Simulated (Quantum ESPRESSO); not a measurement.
**A series of single points on NaCl**

System: NaCl (Fm-3m, 2 atoms in the cell).
Method: Kohn-Sham DFT of a periodic cell, PBE, SSSP 1.3 efficiency PBE, no spin polarisation (Quantum ESPRESSO 7.5).

The 7 runs differ only in the geometry, by an even scaling of the cell at fixed fractional positions. The structure derives from a Materials Project entry.

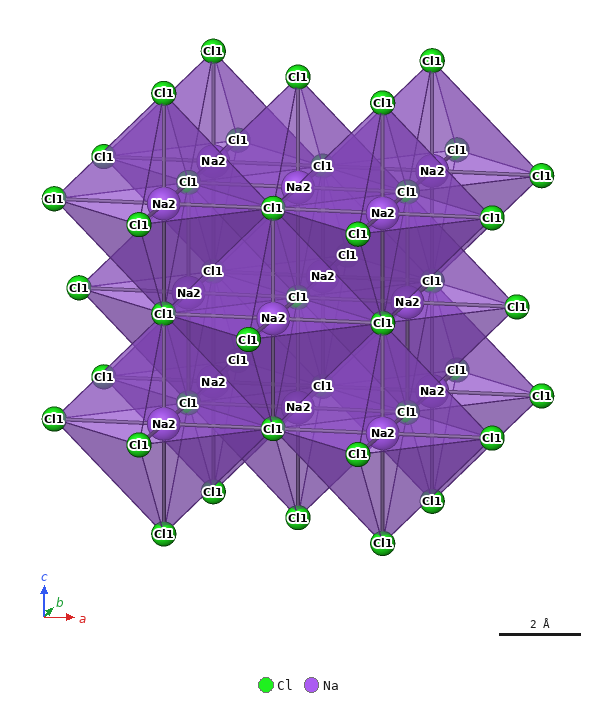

Figure 1. The structure of run 4 (polyhedral view of the cell 4 times as large as that of the calculation, set on its symmetry axes, seen slightly off an axis; polyhedra are completed across the faces of the cell; atoms are numbered from 1 in the order of the input).

## Input of run 4
```
&CONTROL
  calculation = 'scf'
  prefix = 'pwscf'
  outdir = './tmp'
  pseudo_dir = './pseudo'
  tprnfor = .true.
  tstress = .true.
  disk_io = 'nowf'
/
&SYSTEM
  ibrav = 0
  nat = 2
  ntyp = 2
  ecutwfc = 55
  ecutrho = 440
  nbnd = 14
  occupations = 'smearing'
  smearing = 'fd'
  degauss = 0.00367493
/
&ELECTRONS
  conv_thr = 4d-10
  electron_maxstep = 120
  mixing_beta = 0.5
/
ATOMIC_SPECIES
Cl    35.4500 cl_pbe_v1.4.uspp.F.UPF
Na    22.9898 na_pbe_v1.5.uspp.F.UPF
CELL_PARAMETERS angstrom
   0.0000000000    2.7940632177    2.7940632177
   2.7940632177    0.0000000000    2.7940632177
   2.7940632177    2.7940632177    0.0000000000
ATOMIC_POSITIONS crystal
Cl     0.5000000000    0.5000000000    0.5000000000
Na     0.0000000000    0.0000000000    0.0000000000
K_POINTS automatic
8 8 8 0 0 0
```

Command:
```bash
OMP_NUM_THREADS=1 pw.x -in pw.in > pw.out
```

Run 6 differs from it as follows:
```diff
-   0.0000000000    2.7940632177    2.7940632177
-   2.7940632177    0.0000000000    2.7940632177
-   2.7940632177    2.7940632177    0.0000000000
+   0.0000000000    2.8308314239    2.8308314239
+   2.8308314239    0.0000000000    2.8308314239
+   2.8308314239    2.8308314239    0.0000000000
```

## Results, with one run withheld

| run | volume per atom (Å³) | free energy per atom, from the lowest run given (meV) | pressure (GPa) | gap on the mesh (eV) |
| --- | --- | --- | --- | --- |
| 1 | 20.504 | 29.16 | 3.88 | 5.47 |
| 2 | 20.940 | 19.69 | 3.06 | 5.38 |
| 3 | 21.376 | 12.34 | 2.33 | 5.29 |
| 4 | 21.813 | 6.87 | 1.67 | 5.21 |
| 5 | 22.249 | 3.10 | 1.08 | 5.13 |
| 6 | 22.685 | ? | ? | ? |
| 7 | 23.121 | 0.00 | 0.07 | 4.99 |

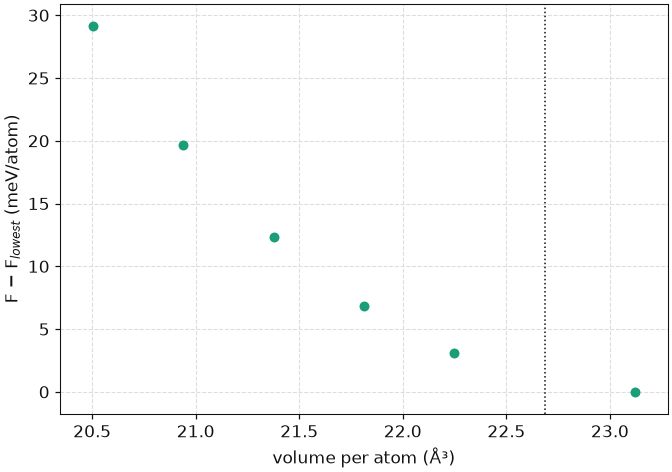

Figure 2. Free energy per atom of the runs given; the dotted line marks run 6.

Fit the runs given and predict run 6.

A cubic polynomial in V^(−2/3) (the Birch–Murnaghan form), fitted to the 6 runs given, misses them by under 0.01 meV per atom. With x = V^(−2/3) − 0.12878 Å⁻², it reads F = 8.8359 + 3048.2 x + 2.6626e+05 x² + 6.9147e+05 x³ (meV per atom). At run 6 it gives 0.87 meV per atom, and the run itself gives 0.87. The slope of the fit gives a pressure −dF/dV of 0.56 GPa there, and the run prints 0.54 GPa. The fit has no minimum inside this range. The gap on the mesh goes, without turning, from 5.47 eV in run 1 to 4.99 eV in run 7; run 6 has 5.06 eV. These are gaps of this functional on this mesh, which can miss the band edges; they aren't the measured gap.

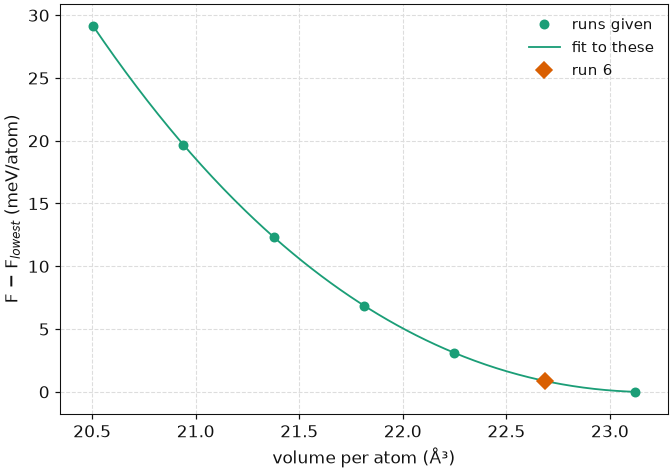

Figure 3. The fit and the withheld run.

## Some lines of the output (run 6)
```
[...]
     number of k points=    29  Fermi-Dirac smearing, width (Ry)=  0.0037
     total energy              =    -128.89333893 Ry
     total energy              =    -128.90348796 Ry
     total energy              =    -128.90385671 Ry
     total energy              =    -128.90392685 Ry
     total energy              =    -128.90393470 Ry
     total energy              =    -128.90393590 Ry
     total energy              =    -128.90393615 Ry
     total energy              =    -128.90393621 Ry
     the Fermi energy is     4.9806 ev
!    total energy              =    -128.90393623 Ry
     The total energy is F=E-TS. E is the sum of the following terms:
     Computing stress (Cartesian axis) and pressure
          total   stress  (Ry/bohr**3)                   (kbar)     P=        5.45
```

Notes on the run: negative rho.
